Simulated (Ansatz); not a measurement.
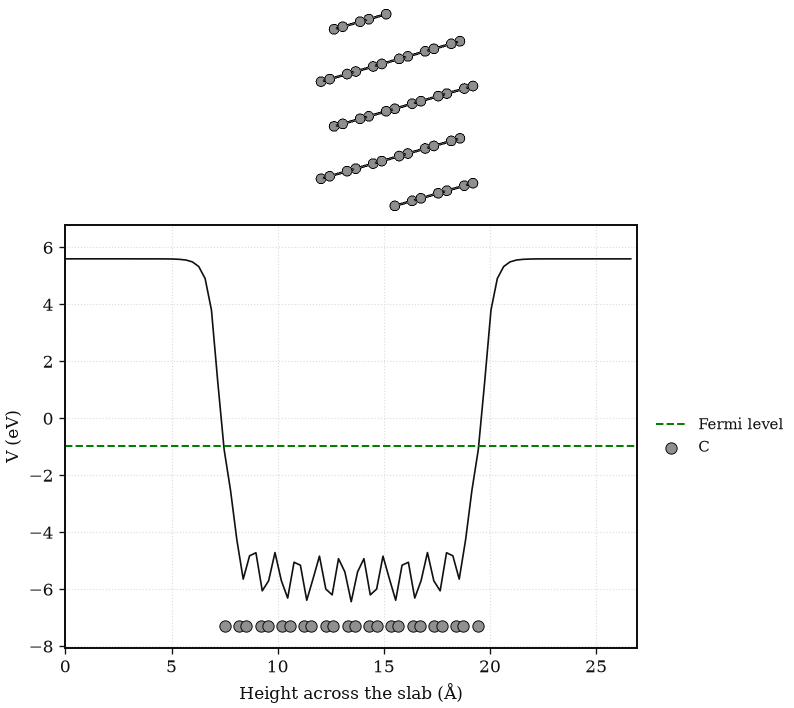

Plane-averaged electrostatic potential energy of an electron across the slab; circles at the bottom mark the heights of the atoms. The structure is drawn too. System: a (021) slab cut from C (Fmmm), unrelaxed, 24 atoms in the cell. Ansatz 0.2.0; DFT PBEsol, scalar-relativistic, plane waves, PAW, no spin polarisation, 14×5×1 k mesh, 420 eV cutoff.

The work function is 6.58 eV, the same on both faces. The two vacuum levels agree, so the slab has no net dipole along its normal. The outermost atoms are 11.9 Å apart, which leaves 15.0 Å of vacuum in a cell 26.9 Å high.

The atoms aren't at rest in this cell (largest force 3.0 eV/Å), so the relaxed material can differ.
